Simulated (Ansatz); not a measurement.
# Zn$_{6}$O: what the fields show

Input file:

```
crystal:
  lattice:
    - [3.0662300042, 0.0, 0.0]
    - [-1.5331150021, 2.6554330775, 0.0]
    - [0.0, 0.0, 13.3983055472]
  atoms:
    - { symbol: Zn, position: [0.3333333333, 0.6666666667, 0.2309239961] }
    - { symbol: Zn, position: [0.0, 0.0, 0.0124341666] }
    - { symbol: Zn, position: [0.0, 0.0, 0.3787008031] }
    - { symbol: Zn, position: [0.3333333333, 0.6666666667, 0.5322099562] }
    - { symbol: Zn, position: [0.0, 0.0, 0.6884267715] }
    - { symbol: Zn, position: [0.3333333333, 0.6666666667, 0.8470840759] }
    - { symbol: O, position: [0.3333333333, 0.6666666667, 0.0852202305] }
basis:
  ecutwfc: 420
kpoints:
  mp_grid: { grid: [12, 12, 4] }
hamiltonian:
  xc: pbe
scf:
  occupations: { method: gaussian, width: 0.1 }
output:
  forces: true
  stress: true
  eigenvalues: true
  write_density: true
  write_potential: true
  elf: true
  volumetric_format: npy
relax:
  adjacent_minimum: "off"
  f_tol: 0.01
  max_steps: 30
  cell: { stress_tol: 0.1, fix: [volume] }
```

Run with:

```sh
ansatz run input.yaml --threads 1 --pin off --max-ram 2560MiB --backend cpu --events-out ev --progress --plain --runs-dir out
```

Below, planes, directions and counts refer to the conventional cell (a = 3.07 Å, b = 3.07 Å, c = 13.34 Å, α = 90.00°, β = 90.00°, γ = 120.00°).

The fields are those of the run's last geometry, not of the input's.

Space group P3m1; a generated structure, not necessarily the stable one; changed on purpose from its base cell (volume × 1.06, shape and atoms relaxed); computed pressure about −3 GPa in this cell.

All numbers below come from DFT PBE, scalar-relativistic, plane waves, PAW in Ansatz.

The density is the valence pseudo-density of a PAW calculation; it isn't the true density close to the nuclei.

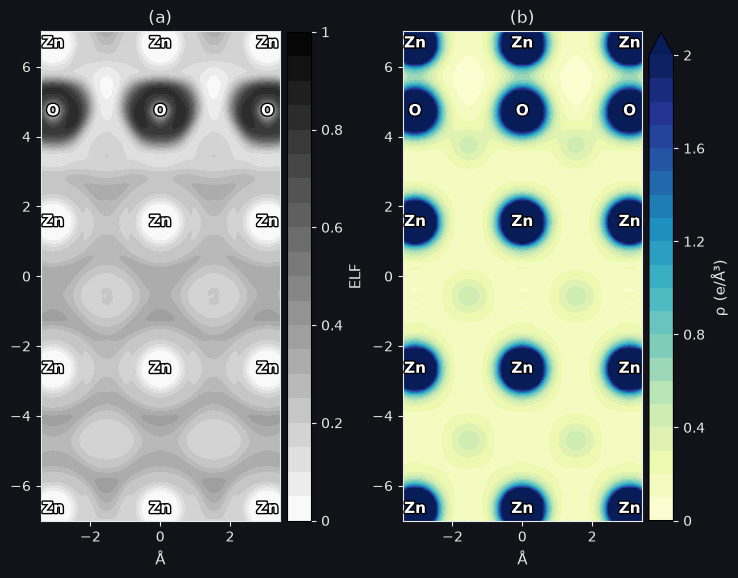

Figure 1. (a) electron localisation function; (b) valence electron density on the (010) plane of the conventional cell.

### Read the bonding off the picture.

- Atoms in the plane: Zn and O.
- Atoms just off the plane (Zn, 0.9 Å away) can leave unmarked features too.
- Zn–O (1.94 Å): ρ at the midpoint is about 0.65 e/Å³; the ELF peaks at about 0.80 in the valence shell of O, 0.6 Å from its nucleus, and is about 0.30 at the midpoint; no localised pair shows between them.
- Between the atoms the lowest density in this plane is 0.05 e/Å³.

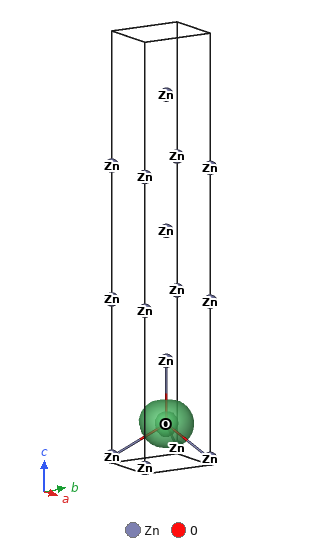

Figure 2. Isosurface of the electron localisation function at 0.7 (green), seen slightly off an axis. Core shells and regions of very low density are left out. Sticks mark near contacts.

### Describe the localisation domains.

At this value the surface marks out one region wrapped around O (its valence shell), counted in one cell of 7 atoms. Regions shared between cells count once. Profiles from the grid: Zn–O (2.01 Å): the ELF peaks at about 0.85 in the valence shell of O, 0.6 Å from its nucleus, and is about 0.25 at the midpoint; no shared electron pair shows on this line.

### Does the calculation make it a metal, or give it a gap?

It is metallic or semimetallic at this level of theory: no gap opens.
